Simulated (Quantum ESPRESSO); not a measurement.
**Wannier calculation, with input and output: GaSb (part 1 of 2)**

GaSb (F-43m, 2 atoms in the cell), computed with Kohn-Sham DFT of a periodic cell, PBEsol, PseudoDojo 0.4.1 SR PBEsol standard, no spin polarisation (Quantum ESPRESSO 7.5).

The structure derives from an entry of the Crystallography Open Database.

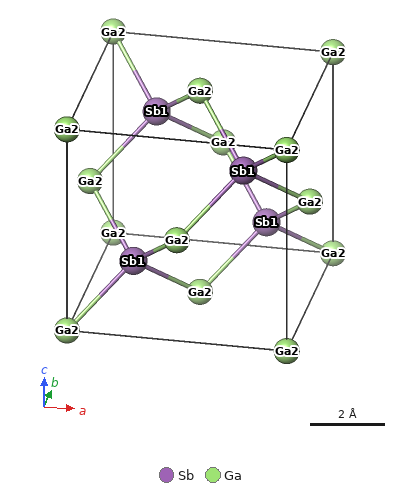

Figure 1. The structure (ball-and-stick view of the cell 4 times as large as that of the calculation, set on its symmetry axes, seen at an oblique angle; atoms are numbered from 1 in the order of the input).

Input:
```
&CONTROL
  calculation = 'scf'
  prefix = 'pwscf'
  outdir = './tmp'
  pseudo_dir = './pseudo'
  tprnfor = .true.
  tstress = .true.
  disk_io = 'low'
/
&SYSTEM
  ibrav = 0
  nat = 2
  ntyp = 2
  ecutwfc = 80
  nbnd = 21
  occupations = 'smearing'
  smearing = 'fd'
  degauss = 0.00367493
/
&ELECTRONS
  conv_thr = 4d-10
  electron_maxstep = 120
  mixing_beta = 0.5
/
ATOMIC_SPECIES
Sb   121.7600 Sb.upf
Ga    69.7230 Ga.upf
CELL_PARAMETERS angstrom
   0.0000000000    3.0590000000    3.0590000000
   3.0590000000    0.0000000000    3.0590000000
   3.0590000000    3.0590000000    0.0000000000
ATOMIC_POSITIONS crystal
Sb     0.7500000000    0.7500000000    0.7500000000
Ga     0.0000000000    0.0000000000    0.0000000000
K_POINTS automatic
6 6 6 0 0 0
```

File pw2wan.in:
```
&INPUTPP
  prefix = 'pwscf'
  outdir = './tmp'
  seedname = 'w'
  write_mmn = .true.
  write_amn = .true.
/
```

File bands.in:
```
&CONTROL
  calculation = 'bands'
  prefix = 'pwscf'
  outdir = './tmp'
  pseudo_dir = './pseudo'
  disk_io = 'low'
/
&SYSTEM
  ibrav = 0
  nat = 2
  ntyp = 2
  ecutwfc = 80
  nbnd = 21
  occupations = 'smearing'
  smearing = 'fd'
  degauss = 0.00367493
/
&ELECTRONS
  conv_thr = 1d-08
  electron_maxstep = 120
  mixing_beta = 0.5
  diago_full_acc = .true.
/
ATOMIC_SPECIES
Sb   121.7600 Sb.upf
Ga    69.7230 Ga.upf
CELL_PARAMETERS angstrom
   0.0000000000    3.0590000000    3.0590000000
   3.0590000000    0.0000000000    3.0590000000
   3.0590000000    3.0590000000    0.0000000000
ATOMIC_POSITIONS crystal
Sb     0.7500000000    0.7500000000    0.7500000000
Ga     0.0000000000    0.0000000000    0.0000000000
K_POINTS crystal
77
  0.00000000   0.00000000   0.00000000 1
  0.04166700   0.00000000   0.04166700 1
  0.08333300   0.00000000   0.08333300 1
  0.12500000   0.00000000   0.12500000 1
  0.16666700   0.00000000   0.16666700 1
  0.20833300   0.00000000   0.20833300 1
  0.25000000   0.00000000   0.25000000 1
  0.29166700   0.00000000   0.29166700 1
  0.33333300   0.00000000   0.33333300 1
  0.37500000   0.00000000   0.37500000 1
  0.41666700   0.00000000   0.41666700 1
  0.45833300   0.00000000   0.45833300 1
  0.50000000   0.00000000   0.50000000 1
  0.50000000   0.04166700   0.54166700 1
  0.50000000   0.08333300   0.58333300 1
  0.50000000   0.12500000   0.62500000 1
  0.50000000   0.16666700   0.66666700 1
  0.50000000   0.20833300   0.70833300 1
  0.50000000   0.25000000   0.75000000 1
  0.46875000   0.28125000   0.75000000 1
  0.43750000   0.31250000   0.75000000 1
  0.40625000   0.34375000   0.75000000 1
  0.37500000   0.37500000   0.75000000 1
  0.34615400   0.34615400   0.69230800 1
  0.31730800   0.31730800   0.63461500 1
  0.28846200   0.28846200   0.57692300 1
  0.25961500   0.25961500   0.51923100 1
  0.23076900   0.23076900   0.46153800 1
  0.20192300   0.20192300   0.40384600 1
  0.17307700   0.17307700   0.34615400 1
  0.14423100   0.14423100   0.28846200 1
  0.11538500   0.11538500   0.23076900 1
  0.08653800   0.08653800   0.17307700 1
  0.05769200   0.05769200   0.11538500 1
  0.02884600   0.02884600   0.05769200 1
  0.00000000   0.00000000   0.00000000 1
  0.05000000   0.05000000   0.05000000 1
  0.10000000   0.10000000   0.10000000 1
  0.15000000   0.15000000   0.15000000 1
  0.20000000   0.20000000   0.20000000 1
  0.25000000   0.25000000   0.25000000 1
  0.30000000   0.30000000   0.30000000 1
  0.35000000   0.35000000   0.35000000 1
  0.40000000   0.40000000   0.40000000 1
  0.45000000   0.45000000   0.45000000 1
  0.50000000   0.50000000   0.50000000 1
  0.51785700   0.46428600   0.51785700 1
  0.53571400   0.42857100   0.53571400 1
  0.55357100   0.39285700   0.55357100 1
  0.57142900   0.35714300   0.57142900 1
  0.58928600   0.32142900   0.58928600 1
  0.60714300   0.28571400   0.60714300 1
  0.62500000   0.25000000   0.62500000 1
  0.59375000   0.25000000   0.65625000 1
  0.56250000   0.25000000   0.68750000 1
  0.53125000   0.25000000   0.71875000 1
  0.50000000   0.25000000   0.75000000 1
  0.50000000   0.28125000   0.71875000 1
  0.50000000   0.31250000   0.68750000 1
  0.50000000   0.34375000   0.65625000 1
  0.50000000   0.37500000   0.62500000 1
  0.50000000   0.40625000   0.59375000 1
  0.50000000   0.43750000   0.56250000 1
  0.50000000   0.46875000   0.53125000 1
  0.50000000   0.50000000   0.50000000 1
  0.48214300   0.48214300   0.53571400 1
  0.46428600   0.46428600   0.57142900 1
  0.44642900   0.44642900   0.60714300 1
  0.42857100   0.42857100   0.64285700 1
  0.41071400   0.41071400   0.67857100 1
  0.39285700   0.39285700   0.71428600 1
  0.37500000   0.37500000   0.75000000 1
  0.62500000   0.25000000   0.62500000 1
  0.59375000   0.18750000   0.59375000 1
  0.56250000   0.12500000   0.56250000 1
  0.53125000   0.06250000   0.53125000 1
  0.50000000   0.00000000   0.50000000 1
```

Run on 1 thread of Arm Neoverse V2, 24 GiB of memory available, shared host.

Command:
```bash
OMP_NUM_THREADS=1 pw.x -in pw.in > pw.out
OMP_NUM_THREADS=1 pw.x -in nscf.in > nscf.out
wannier90.x -pp w
OMP_NUM_THREADS=1 pw2wannier90.x -in pw2wan.in > pw2wan.out
wannier90.x w
OMP_NUM_THREADS=1 pw.x -in bands.in > bands.out
```

Log:
```
This program is part of the open-source Quantum ESPRESSO suite
     for quantum simulation of materials; please cite
         "P. Giannozzi et al., J. Phys.:Condens. Matter 21 395502 (2009);
         "P. Giannozzi et al., J. Phys.:Condens. Matter 29 465901 (2017);
         "P. Giannozzi et al., J. Chem. Phys. 152 154105 (2020);
          URL
     in publications or presentations arising from this work. More details at

     Message from routine setup:
     using ibrav=0 with symmetry is DISCOURAGED, use correct ibrav instead

     G-vector sticks info
     --------------------
     sticks:   dense  smooth     PW     G-vecs:    dense   smooth      PW
     Sum        1483    1483    433                37461    37461    5817

     Using Slab Decomposition

     bravais-lattice index     =            0
     lattice parameter (alat)  =       8.1751  a.u.
     unit-cell volume          =     386.3359 (a.u.)^3
     number of atoms/cell      =            2
     number of atomic types    =            2
     number of electrons       =        28.00
     number of Kohn-Sham states=           21
     kinetic-energy cutoff     =      80.0000  Ry
     charge density cutoff     =     320.0000  Ry
     scf convergence threshold =      4.0E-10
     mixing beta               =       0.5000
     number of iterations used =            8  plain     mixing
     Exchange-correlation= PBESOL
                           (   1   4  10   8   0   0   0)

     celldm(1)=   8.175105  celldm(2)=   0.000000  celldm(3)=   0.000000
     celldm(4)=   0.000000  celldm(5)=   0.000000  celldm(6)=   0.000000

     crystal axes: (cart. coord. in units of alat)
               a(1) = (   0.000000   0.707107   0.707107 )
               a(2) = (   0.707107   0.000000   0.707107 )
               a(3) = (   0.707107   0.707107   0.000000 )

     reciprocal axes: (cart. coord. in units 2 pi/alat)
               b(1) = ( -0.707107  0.707107  0.707107 )
               b(2) = (  0.707107 -0.707107  0.707107 )
               b(3) = (  0.707107  0.707107 -0.707107 )

     PseudoPot. # 1 for Sb read from file:
     Sb.upf
     Pseudo is Norm-conserving + core correction, Zval = 15.0
     Generated using ONCVPSP code by D. R. Hamann
     Using radial grid of 1434 points,  6 beta functions with:
                l(1) =   0
                l(2) =   0
                l(3) =   1
                l(4) =   1
                l(5) =   2
                l(6) =   2

     PseudoPot. # 2 for Ga read from file:
     Ga.upf
     Pseudo is Norm-conserving + core correction, Zval = 13.0
     Generated using ONCVPSP code by D. R. Hamann
     Using radial grid of 1902 points,  6 beta functions with:
                l(1) =   0
                l(2) =   0
                l(3) =   1
                l(4) =   1
                l(5) =   2
                l(6) =   2

     atomic species   valence    mass     pseudopotential
     Sb               15.00   121.76000     Sb( 1.00)
     Ga               13.00    69.72300     Ga( 1.00)

     24 Sym. Ops. (no inversion) found

   Cartesian axes

     site n.     atom                  positions (alat units)
         1        Sb     tau(   1) = (   1.0606602   1.0606602   1.0606602  )
         2        Ga     tau(   2) = (   0.0000000   0.0000000   0.0000000  )

     number of k points=    16  Fermi-Dirac smearing, width (Ry)=  0.0037
                       cart. coord. in units 2pi/alat
        k(    1) = (   0.0000000   0.0000000   0.0000000), wk =   0.0092593
        k(    2) = (   0.1178511   0.1178511  -0.1178511), wk =   0.0740741
        k(    3) = (   0.2357023   0.2357023  -0.2357023), wk =   0.0740741
        k(    4) = (  -0.3535534  -0.3535534   0.3535534), wk =   0.0370370
        k(    5) = (   0.2357023   0.0000000  -0.0000000), wk =   0.0555556
        k(    6) = (   0.3535534   0.1178511  -0.1178511), wk =   0.2222222
        k(    7) = (  -0.2357023  -0.4714045   0.4714045), wk =   0.2222222
        k(    8) = (  -0.1178511  -0.3535534   0.3535534), wk =   0.2222222
        k(    9) = (   0.0000000  -0.2357023   0.2357023), wk =   0.1111111
        k(   10) = (   0.4714045   0.0000000  -0.0000000), wk =   0.0555556
        k(   11) = (  -0.1178511  -0.5892557   0.5892557), wk =   0.2222222
        k(   12) = (  -0.0000000  -0.4714045   0.4714045), wk =   0.1111111
        k(   13) = (  -0.7071068   0.0000000   0.0000000), wk =   0.0277778
        k(   14) = (  -0.2357023  -0.4714045   0.7071068), wk =   0.2222222
        k(   15) = (  -0.1178511  -0.3535534   0.5892557), wk =   0.2222222
        k(   16) = (  -0.7071068   0.2357023   0.0000000), wk =   0.1111111

     Dense  grid:    37461 G-vectors     FFT dimensions: (  48,  48,  48)

     Initial potential from superposition of free atoms

     starting charge      27.9970, renormalised to      28.0000
     Starting wfcs are   18 randomized atomic wfcs +    3 random wfcs

     Self-consistent Calculation

     iteration #  1     ecut=    80.00 Ry     beta= 0.50
     Davidson diagonalization with overlap
     ethr =  1.00E-02,  avg # of iterations =  5.6

     Threshold (ethr) on eigenvalues was too large:
     Diagonalizing with lowered threshold

     Davidson diagonalization with overlap
     ethr =  9.42E-05,  avg # of iterations =  3.2

     total energy              =    -334.28392744 Ry
     estimated scf accuracy    <       0.02702908 Ry

     iteration #  2     ecut=    80.00 Ry     beta= 0.50
     Davidson diagonalization with overlap
     ethr =  9.65E-05,  avg # of iterations =  1.0

     total energy              =    -334.28443590 Ry
     estimated scf accuracy    <       0.00454179 Ry

     iteration #  3     ecut=    80.00 Ry     beta= 0.50
     Davidson diagonalization with overlap
     ethr =  1.62E-05,  avg # of iterations =  3.1

     total energy              =    -334.28467948 Ry
     estimated scf accuracy    <       0.00021623 Ry

     iteration #  4     ecut=    80.00 Ry     beta= 0.50
     Davidson diagonalization with overlap
     ethr =  7.72E-07,  avg # of iterations =  5.6

     total energy              =    -334.28469629 Ry
     estimated scf accuracy    <       0.00001818 Ry

     iteration #  5     ecut=    80.00 Ry     beta= 0.50
     Davidson diagonalization with overlap
     ethr =  6.49E-08,  avg # of iterations =  2.0

     total energy              =    -334.28469788 Ry
     estimated scf accuracy    <       0.00000042 Ry

     iteration #  6     ecut=    80.00 Ry     beta= 0.50
     Davidson diagonalization with overlap
     ethr =  1.49E-09,  avg # of iterations =  2.7

     total energy              =    -334.28469803 Ry
     estimated scf accuracy    <       0.00000002 Ry

     iteration #  7     ecut=    80.00 Ry     beta= 0.50
     Davidson diagonalization with overlap
     ethr =  7.70E-11,  avg # of iterations =  2.9

     total energy              =    -334.28469804 Ry
     estimated scf accuracy    <          2.5E-09 Ry

     iteration #  8     ecut=    80.00 Ry     beta= 0.50
     Davidson diagonalization with overlap
     ethr =  9.06E-12,  avg # of iterations =  2.1

     End of self-consistent calculation

          k = 0.0000 0.0000 0.0000 (  4645 PWs)   bands (ev):

   -20.5644 -20.5644 -20.5644 -20.5453 -20.5453  -6.8273  -6.8273  -6.8273
    -6.7778  -6.7778  -3.3189   8.1618   8.1876   8.1876   8.1876  10.9620
    10.9620  10.9620  13.8506  16.9400  16.9403

          k = 0.1179 0.1179-0.1179 (  4699 PWs)   bands (ev):

   -20.5643 -20.5637 -20.5637 -20.5452 -20.5452  -6.8346  -6.8241  -6.8241
    -6.7782  -6.7782  -3.0367   5.4607   7.7852   7.7852   9.1593  11.5053
    11.5053  12.0976  15.1312  15.8471  15.8471

          k = 0.2357 0.2357-0.2357 (  4693 PWs)   bands (ev):

   -20.5640 -20.5624 -20.5624 -20.5447 -20.5447  -6.8489  -6.8184  -6.8184
    -6.7783  -6.7783  -2.2843   2.9914   7.2430   7.2430   8.7273  11.9453
    11.9453  14.5669  15.1304  16.3634  16.3634

          k =-0.3536-0.3536 0.3536 (  4664 PWs)   bands (ev):

   -20.5638 -20.5617 -20.5617 -20.5444 -20.5444  -6.8558  -6.8161  -6.8161
    -6.7778  -6.7778  -1.6924   1.8018   7.0352   7.0352   8.5333  11.9203
    11.9203  14.5581  17.4576  18.1714  18.1715

          k = 0.2357 0.0000-0.0000 (  4681 PWs)   bands (ev):

   -20.5652 -20.5629 -20.5629 -20.5457 -20.5445  -6.8403  -6.8210  -6.8210
    -6.7803  -6.7771  -2.9404   5.4219   7.1606   7.1606   9.8150  10.8199
    12.4755  12.4755  14.5027  15.6557  17.3176

          k = 0.3536 0.1179-0.1179 (  4664 PWs)   bands (ev):

   -20.5651 -20.5617 -20.5615 -20.5458 -20.5439  -6.8519  -6.8159  -6.8148
    -6.7821  -6.7767  -2.3278   3.5363   6.3157   6.6321   9.9556  11.2145
    12.8808  13.2234  15.8521  16.8611  17.4980

          k =-0.2357-0.4714 0.4714 (  4662 PWs)   bands (ev):

   -20.5640 -20.5615 -20.5609 -20.5451 -20.5439  -6.8592  -6.8135  -6.8121
    -6.7808  -6.7774  -1.5592   1.9759   5.5937   6.5655   9.8267  11.8255
    12.9616  14.1153  16.4734  17.9390  18.2432

          k =-0.1179-0.3536 0.3536 (  4666 PWs)   bands (ev):

   -20.5635 -20.5620 -20.5615 -20.5447 -20.5445  -6.8562  -6.8145  -6.8141
    -6.7793  -6.7788  -1.7852   2.3784   5.4232   6.9794   9.9215  12.0735
    12.5050  14.3523  15.8373  16.3843  17.9867

          k = 0.0000-0.2357 0.2357 (  4677 PWs)   bands (ev):

   -20.5641 -20.5629 -20.5625 -20.5453 -20.5446  -6.8449  -6.8206  -6.8181
    -6.7797  -6.7779  -2.5884   4.1274   6.1124   7.6374  10.0096  11.7645
    11.8587  12.9775  14.9671  16.4657  16.6913

          k = 0.4714 0.0000-0.0000 (  4648 PWs)   bands (ev):

   -20.5667 -20.5599 -20.5599 -20.5466 -20.5430  -6.8632  -6.8079  -6.8079
    -6.7869  -6.7756  -1.8842   2.8904   6.0231   6.0231   9.0930  10.2367
    14.9901  14.9901  15.7763  18.4571  18.7329

          k =-0.1179-0.5893 0.5893 (  4674 PWs)   bands (ev):

   -20.5662 -20.5595 -20.5592 -20.5464 -20.5428  -6.8684  -6.8060  -6.8045
    -6.7870  -6.7760  -1.1785   1.8218   5.0664   5.8818   9.4297  10.8213
    14.6356  15.2402  17.5689  18.6703  19.0113

          k =-0.0000-0.4714 0.4714 (  4674 PWs)   bands (ev):
```
